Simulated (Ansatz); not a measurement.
System: Ge (diamond type before straining), space group I4_1/amd, 2 atoms in the primitive cell, relaxed with r2SCAN, then under −1 % uniaxial z strain; a = 4.012 Å, c = 5.617 Å (tetragonal axes). Run without spin-orbit coupling: r2SCAN, Ansatz PAW set, 8×8×8 k mesh, 500 eV cutoff, Fermi-Dirac smearing of 0.02 eV (Ansatz 0.2.0). Run with it: r2SCAN, Ansatz PAW set, 8×8×8 k mesh, 500 eV cutoff, Fermi-Dirac smearing of 0.02 eV (Ansatz). Neither carries moments.

Without spin-orbit coupling the direct gap is 0.40 eV at Γ.

> What does spin-orbit coupling change near the gap?

The vertical gap goes from 0.40 to 0.33 eV at Γ. The smallest gap over all k points computed narrows from 0.40 eV (valence top at Γ, conduction bottom at Γ) to 0.34 eV.

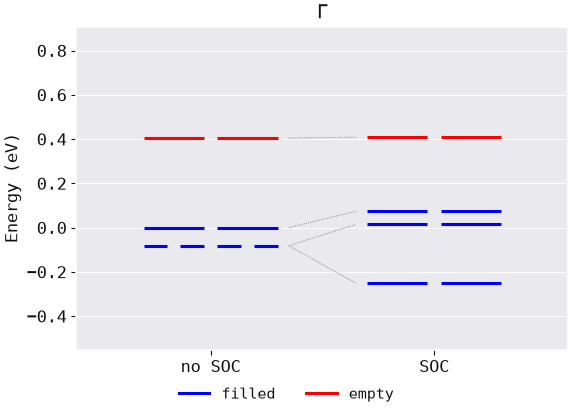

Levels at Γ, each bar one state with spin counted. Zero is the valence top without spin-orbit coupling, and the two sets are aligned on the mean of the six top valence states at Γ.

The PAW data sets were made with another functional. LDA, GGA and most meta-GGA functionals understate gaps. The cell was built by a generator and needn't be a form met in nature.
